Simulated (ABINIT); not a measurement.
Geometry relaxation, with input and output: HfB2 (part 3 of 3)

The same run, continued: HfB2 (P6/mmm, 3 atoms in the cell); Kohn-Sham DFT of a periodic cell, PBE with D3(BJ), JTH PAW PBE v2.0, no spin polarisation (ABINIT 10.8.3); cutoff 517.02 eV, 10×10×8 k-mesh, fermi-dirac of 0.05 eV. The structure derives from an entry of the Crystallography Open Database.

Geometry of the input (Å; fractional positions):
```
3.1400  0.0000  0.0000
-1.5700  2.7193  0.0000
0.0000  0.0000  3.4800
Hf 0.0000  0.0000  0.0000
B  0.6667  0.3333  0.5000
B  0.3333  0.6667  0.5000
```

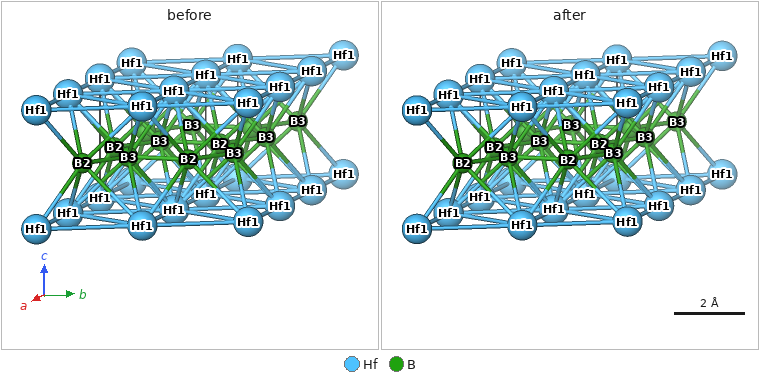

Before (left) and after (right) the relaxation, at one scale (ball-and-stick view of the cell of the calculation, repeated 3 × 2 × 1, seen slightly off an axis). No atom moves by more than 0.005 Å relative to the cell. The volume changes by −1.8 %, with a = b 3.140 → 3.120 Å (−0.6 %), c 3.480 → 3.463 Å (−0.5 %). Distances before and after: Hf1–Hf1 3.140 → 3.120 Å, Hf1–B2 2.513 → 2.499 Å, B2–B3 1.813 → 1.801 Å. The space group stays P6/mmm (No. 191). After 3 geometry steps the energy has fallen by 7.7 meV per cell of the calculation. All forces vanish by symmetry, so only the cell relaxes. (Atoms are counted from 1 in the order of the input.)
